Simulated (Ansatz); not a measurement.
## Single-point calculation of PtSe₂

PtSe₂ (3 atoms in the cell), computed with DFT, PBEsol, plane waves, PAW, no spin polarisation (Ansatz 0.2.0).

The structure was built on a prototype by a generator. Some settings of this run were made unusual or wrong on purpose. The geometry comes from this level: r2SCAN. Figures and captions count atoms from 1; the log counts them from 0 in places.

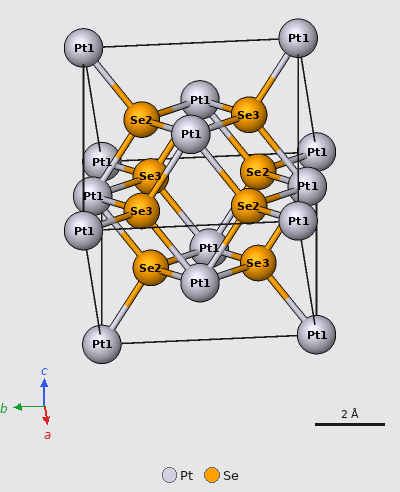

Fig. 1: The structure as given in the input (ball-and-stick view of the cell 4 times as large as that of the calculation, set on its symmetry axes, seen at an oblique angle; atoms are numbered from 1 in the order of the input). Near neighbours in the crystal (not all of them lie inside the picture): Pt has 8 Se at 2.71 Å; Se has 4 Pt at 2.71 Å.

**Input**
```yaml
crystal:
  lattice:
    - [0.0, 3.1308957811, 3.1308957811]
    - [3.1308957811, 0.0, 3.1308957811]
    - [3.1308957811, 3.1308957811, 0.0]
  atoms:
    - { symbol: Pt, position: [0.0, 0.0, 0.0] }
    - { symbol: Se, position: [0.25, 0.25, 0.25] }
    - { symbol: Se, position: [0.75, 0.75, 0.75] }
kpoints:
  mp_grid: { grid: [6, 6, 6] }
hamiltonian:
  xc: pbesol
scf:
  occupations: { method: fermi_dirac, width: 0.02 }
  n_extra_bands: 4
  max_iter: 88
output:
  forces: true
  stress: true
  eigenvalues: true
basis:
  ecutwfc: 160
```

Hardware: 4 threads of an x86-64 CPU, shared host.

Run as:
```bash
ansatz run input.yaml --threads 4 --pin off --max-ram 3686MiB --backend cpu --events-out ev --progress --plain --runs-dir out
```

**Output**
```
Warning: basis.ecutwfc = 160 eV is below the records' recommended 420 eV, and the density's cutoff is lower with it unless basis.ecutrho_ratio is high enough to keep the records' density cutoff: compare with a run at a higher cutoff
scf.n_extra_bands = 4 over 25 filled bands (N_el = 50.0): the run solves 29 bands
Engine: ansatz 0.2.0, x86_64-unknown-linux-gnu
Pseudopotentials: kind: paw
Pseudopotential: Pt, paw, valence charge 18, recommended cutoff 420 eV (normal), Pt.paw.azcp
Pseudopotential: Se, paw, valence charge 16, recommended cutoff 420 eV (normal), Se.paw.azcp
Functional definition: PBEsol
  exchange = pbesol_x
  correlation = pbesol_c
Crystal: 3 atoms, lattice volume = 61.381 Å³
Basis set: ecut = 160 eV, 283 PW (Γ), exchange–correlation on 40×40×40 points (8 copies of the dense FFT grid, shifted against one another)
Bands: 29, of which v1, the nominal top of the filled ones, is band 25 counted from 1 (24 counted from 0)
Symmetry: 48 space group operations
Space group: Fm-3m (ITA 225), of the structure as read, at distance tolerance 3.9e-5 Å
k-points: 16 of 216
Non-local potential: Pt, projectors of the file, l = 0: 3, l = 1: 2, l = 2: 2, l = 3: 1
Non-local potential: Se, projectors of the file, l = 0: 2, l = 1: 2, l = 2: 3, l = 3: 1
PAW form: soft (Blöchl's): semilocal exchange-correlation on the pseudo side does not see the compensation charge
PAW frozen core: Pt, regenerated for the run's functional, and the local potential with it (the file was generated under x = pbe(κ = 0.804, μ = 0.2195149727645171), c = pbe(β = 0.06672455060314922))
PAW frozen core: Se, regenerated for the run's functional, and the local potential with it (the file was generated under x = pbe(κ = 0.804, μ = 0.2195149727645171), c = pbe(β = 0.06672455060314922))
PAW one-centre angular grid: Pt, 590 points (default); XC on 64 Gauss nodes
PAW one-centre angular grid: Se, 590 points (default); XC on 64 Gauss nodes
Initial density: superposition of atomic densities (neutral atoms: chi_scale 0, normalization atom), corrected by the library's trained network
Initial wavefunctions: pseudopotential atomic-orbital guess
Functional: x = pbesol(κ = 0.804, μ = 0.12345679012345678), c = pbesol(β = 0.046)
SCF iter   1: F=—  HF=-23184.609224 eV  |F-HF|=—  |Δ(HF+E_count)|=         —  Δρ=2.18e-1  dr2=2.97e1  ethr=1.77e-3  ⟨swp⟩=5.0  Hψ=1533  notcnv=0
preconditioner: auto → LDOS  [insulator: Δε(μ)=0.270 eV  Ē_g=8.411 eV  σ=0.020 eV  W_gap=0.62  n_scr=14 (ndim 8)  ℏωp=22.2 eV  f_vac=0.073  D(μ)=4.23/eV (n_scr^D=58)  ε∞_Penn≈8.0  β→1.0]
SCF iter   2: F=—  HF=-23173.168120 eV  |F-HF|=—  |Δ(HF+E_count)|=    1.14e1  Δρ=8.41e-2  dr2=6.79e0  ethr=1.77e-3  ⟨swp⟩=3.1  Hψ=1504  notcnv=0  defer=1
SCF iter   3: F=—  HF=-23170.771171 eV  |F-HF|=—  |Δ(HF+E_count)|=    2.40e0  Δρ=2.32e-2  dr2=4.39e-1  ethr=1.77e-3  ⟨swp⟩=2.0  Hψ=1055  notcnv=0  defer=1
SCF iter   4: F=—  HF=-23170.777283 eV  |F-HF|=—  |Δ(HF+E_count)|=   6.11e-3  Δρ=4.84e-3  dr2=2.94e-2  ethr=8.78e-4  ⟨swp⟩=2.0  Hψ=587  notcnv=0
SCF iter   5: F=—  HF=-23170.774424 eV  |F-HF|=—  |Δ(HF+E_count)|=   2.86e-3  Δρ=4.42e-4  dr2=1.96e-4  ethr=5.89e-5  ⟨swp⟩=2.0  Hψ=609  notcnv=0
SCF iter   6: F=—  HF=-23170.774451 eV  |F-HF|=—  |Δ(HF+E_count)|=   2.75e-5  Δρ=1.07e-4  dr2=1.01e-5  ethr=3.92e-7  ⟨swp⟩=2.0  Hψ=602  notcnv=0
SCF iter   7: F=—  HF=-23170.774691 eV  |F-HF|=—  |Δ(HF+E_count)|=   2.40e-4  Δρ=2.66e-5  dr2=4.58e-7  ethr=2.02e-8  ⟨swp⟩=2.0  Hψ=642  notcnv=0
SCF iter   8: F=-23170.774691 eV  HF=-23170.774691 eV  |F-HF|=2.71e-9  |Δ(HF+E_count)|=   1.18e-8  Δρ=4.43e-6  dr2=1.57e-8  ethr=2.00e-10  ⟨swp⟩=4.0  Hψ=1420  notcnv=0
the search or the solves at the SCF's close seem to have found levels that the self-consistency loop had missed (the run counts 1). By its estimate they hold under 1e-12 electrons; where the run keeps them, the occupations were computed again with them
SCF 1 converged in 8 iterations: F = -23170.774691 eV  dr2 = 1.57e-8
  greatest PAW one-centre occupation: 1.160 electrons in one spin orbital (limit 2), on the Pt atom at site 0 (counted from 0), in its partial waves of l = 2
SCF converged after 8 iterations
Free energy (F): -23170.774691 eV
Harris-Foulkes:  -23170.774691 eV  (|F-HF|=2.71e-9)
Internal energy: -23170.764700 eV  (E = F + TS)
E sigma→0 (E₀):  -23170.769695 eV
Entropy (-TS):   -0.009992 eV (-3.331 meV/atom)
Fermi energy:    13.084261 eV
--- Per-component energies (eV) ---
  E_band       = -1146.183129
  E_kinetic    = 937.416269
  E_local      = -6362.492183  (includes V_loc(G=0)·N_el)
  E_nonlocal   = -932.684044
  E_hartree    = 2909.385951
  E_xc         = -481.452427
  E_vxc        = -517.259377  (∫ρ·V_xc dr)
  E_paw        = -13132.885165  (= ΣΔE_a)
  E_vpaw       = -90.463276  (= ΣTr[D̂ρ^β])
  E_aug_tail   = 0.518529  (compensation charges beyond the density's cutoff)
  E_ewald      = -6110.875513
  E_core_change = 2.303882  (= ΣΔE_core)
  E_smearing   = -0.009992  (= −TS)
  E_closure    = 0.000000  (closes the sum)
  Σ components = -23170.774691   (vs F -23170.774691, Δ=0.00e0)
--- Forces (eV/Å), atoms counted from 1 ---
  atom   1  Pt    -0.00000000     0.00000000    -0.00000000
  atom   2  Se    -0.00000000    -0.00000000    -0.00000000
  atom   3  Se    -0.00000000    -0.00000000     0.00000000
  max |Σ_I F_I| component: 3.70e-17 eV/Å
--- Stress (GPa, compression-positive) ---
       -7.031499      -0.000000       0.000000
        0.000000      -7.031499      -0.000000
       -0.000000       0.000000      -7.031499
  P = ⅓ Tr σ = -7.0315 GPa (-70.315 kbar)
--- Band table (eV; the first three rows and the last of 16) ---
  k-point 0: bands = ["-94.2529", "-45.0426", "-45.0426", "-45.0426", "-42.5150", "-42.5150", "-42.3400", "-42.3400", "-42.3400", "-42.2797", "-42.2797", "-41.9939", "-41.9939", "-41.9939", "-3.0282", "0.6552", "6.6517", "6.6517", "6.6517", "9.1302", "9.1302", "11.9717", "11.9717", "11.9717", "13.2243", "13.2243", "13.2243", "14.4512", "17.4554"]
  k-point 1: bands = ["-94.3192", "-45.2609", "-45.1542", "-45.1542", "-42.4532", "-42.4187", "-42.4187", "-42.3879", "-42.3879", "-42.3879", "-42.3162", "-42.3162", "-42.2599", "-42.2599", "-2.7959", "0.2976", "6.6688", "6.6688", "7.0183", "9.0386", "9.0386", "10.1643", "11.5191", "11.5191", "12.4157", "13.0811", "13.0811", "15.5522", "18.1537"]
  k-point 2: bands = ["-94.3102", "-45.1555", "-45.1555", "-45.1113", "-42.4778", "-42.4009", "-42.4009", "-42.3707", "-42.3707", "-42.3142", "-42.3142", "-42.2730", "-42.2730", "-42.1620", "-2.1799", "-0.4601", "6.9548", "6.9548", "8.3340", "8.4883", "9.0774", "9.0774", "10.5091", "10.5091", "11.3325", "13.1279", "13.1279", "16.5725", "19.8325"]
  k-point 15: bands = ["-94.2153", "-45.0897", "-45.0292", "-44.8641", "-42.5526", "-42.3812", "-42.3726", "-42.3019", "-42.2828", "-42.2603", "-42.2213", "-42.1544", "-42.1009", "-42.0124", "-1.3369", "-0.9298", "5.3784", "6.7997", "7.9993", "8.6928", "8.8052", "9.4933", "10.1112", "10.7299", "12.8170", "13.3274", "14.7374", "15.5818", "19.5423"]
```

**What the run reported**

| quantity | value |
| --- | --- |
| outcome | converged |
| space group (tolerance 0.01 Å) | Fm-3m (225) |
| electrons treated | 50 |
| free energy | −23170.7747 eV |
| Fermi energy | 13.084 eV |
| band gap | none (metallic) |
| pressure | −7.03 GPa |
| largest force (length of the vector) | under 0.001 eV/Å |
| wall time | 1.1 s (CPU time 2.4 s) |
| peak memory | 0.32 GiB |

Some settings of this run were drawn to be unusual or wrong. It converged; results that depend on the unusual settings are not reference values. Warnings of the run: the cutoff is below the recommended one.
